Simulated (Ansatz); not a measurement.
Input

```
crystal:
  lattice:
    - [2.4896249417, 0.0, 0.0]
    - [-1.2448124708, 2.1560784454, 0.0]
    - [0.0, 0.0, 8.2142660865]
  atoms:
    - { symbol: C, position: [-0.0343425223, 0.0, 0.0929365318] }
    - { symbol: C, position: [0.0343425223, 0.0, 0.5929365318] }
    - { symbol: C, position: [0.0343425223, 0.0, 0.4070634682] }
    - { symbol: C, position: [-0.0343425223, 0.0, 0.9070634682] }
    - { symbol: C, position: [0.3048794745, 0.6666666667, 0.155544364] }
    - { symbol: C, position: [0.6951205255, 0.3333333333, 0.655544364] }
    - { symbol: C, position: [0.3617871922, 0.6666666667, 0.344455636] }
    - { symbol: C, position: [0.6382128078, 0.3333333333, 0.844455636] }
basis:
  ecutwfc: 520.0
kpoints:
  mp_grid: { grid: [12, 12, 4] }
hamiltonian:
  xc: lda
  pseudopotentials: { kind: paw, azcp: { folder: soft_1 } }
scf:
  occupations: { method: gaussian, width: 0.05 }
output:
  forces: true
  stress: true
  eigenvalues: true
  write_density: true
  write_potential: true
  elf: true
  volumetric_format: npy
```

Run with:

```sh
ansatz run input.yaml --threads 2 --pin off --max-ram 4096MiB --backend cpu --events-out ev --progress --plain --runs-dir out
```

Below, planes, directions and counts refer to the conventional cell (a = 2.49 Å, b = 4.31 Å, c = 8.21 Å, α = 90.00°, β = 90.00°, γ = 90.00°).

Space group C222₁; a point of a scan over the structure, not its minimum; not relaxed (largest force 0.6 eV/Å); PAW files of the earlier set (soft_1).

These are results of DFT LDA, scalar-relativistic, plane waves, PAW (Ansatz 0.2.0), not measurements.

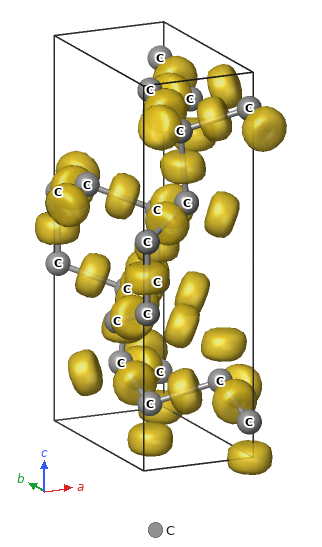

C. Isosurface of the electron localisation function at 0.75 (yellow), seen at an oblique angle. Core shells and regions of very low density are left out. Sticks mark near contacts.

> Describe the localisation domains.

The surface consists of 32 regions between bonded C–C atoms (shared pairs), counted in one cell of 16 atoms. Any copies at cell faces, edges or corners count once. Along the contacts the grid gives the following. C–C (1.51 Å): the ELF peaks at about 0.95 between the atoms: a covalent bond. C–C (1.56 Å): the ELF peaks at about 0.95 between the atoms; a shared electron pair.

> Does the calculation give a band gap?

It is gapped, with a Kohn–Sham gap of 4.6 eV on the k-point mesh, an upper bound to the gap of this method.
